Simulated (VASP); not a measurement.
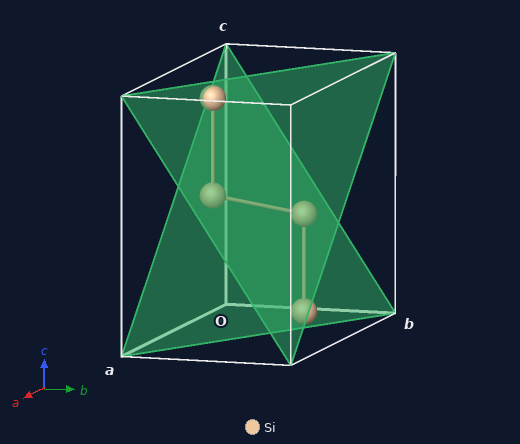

For Si, a cell listed in the Materials Project, as set up for an electronic-structure calculation: every member of one family of equally spaced planes, hx + ky + lz = a whole number, that cuts the unit cell is shaded (one member passes through the origin O, touching the cell only at an edge or corner). Symmetry computed with spglib at a tolerance of 0.002 Å; standard conventional cell.

a = 3.831 Å, b = 3.831 Å, c = 6.333 Å, α = 90.00°, β = 90.00°, γ = 120.00°.

Question: Index the planes.

Answer: (1 1 1), in four indices (1 1 −2 1); the opposite sign names the same planes. The member next to the origin meets the axes a at 1, b at 1, c at 1.

Question: What is the spacing?

Answer: d = 1.834 Å.

Question: Which atoms of the cell lie in these planes (within 0.03 Å)?

Answer: No atom.

Question: The space group is No. 194, P6₃/mmc. How many reflections hkl are equivalent to this one (itself included), and does it occur?

Answer: 12 reflections are equivalent in the Laue class 6/mmm. The reflection is systematically absent, by a glide plane.
